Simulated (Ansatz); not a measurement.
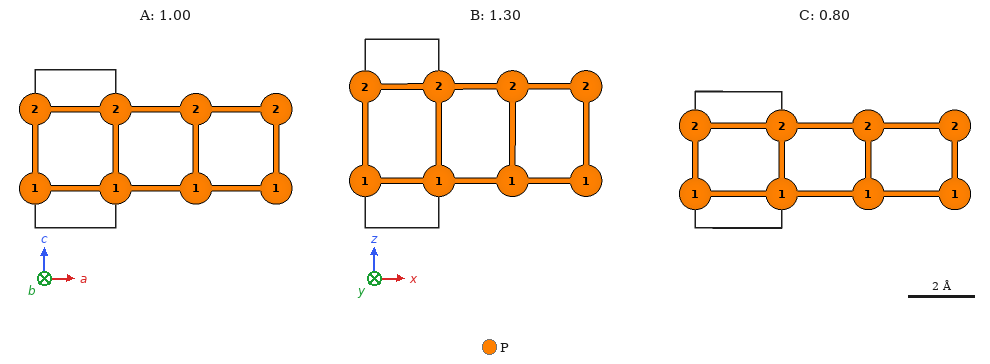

A scan of a crystal of P (P4/mmm): the ratio of the cell's length along z to its lengths across, counted as 1 for the reference, is changed at fixed volume (a c/a path), with the atoms kept at their fractional coordinates. x, y and z are the Cartesian axes of the input. The picture is a ball-and-stick view of the cell of the calculation, repeated 3 × 4 × 1 with one cell outlined, seen along the b axis.

Level of theory: DFT PBE, scalar-relativistic, plane waves, PAW in Ansatz. Set-up: plane-wave cutoff 420 eV; k-point mesh 26 × 26 × 14; occupations gaussian; smearing width 0.15 eV; no spin polarisation. Energies (free energies at the smearing named) are counted from the relaxed crystal.

Q: Rank the frames from lowest to highest energy.

A: Lowest first: A (the relative ratio 1.00, 0 meV/atom), B (the relative ratio 1.30, 298 meV/atom), C (the relative ratio 0.80, 485 meV/atom). Over the whole scan: of the computed points the lowest is at the relative ratio 1.00, 0 meV/atom. The distortion takes the space group from P4/mmm to P2/m, except for P4/mmm at 0.96, P4/mmm at 1.05. At the relative ratio 1.30 the cell of the drawing goes a 2.459 → 2.253 Å, b 2.459 → 2.253 Å, c 4.845 → 5.771 Å, β 90.0° → 89.9°.
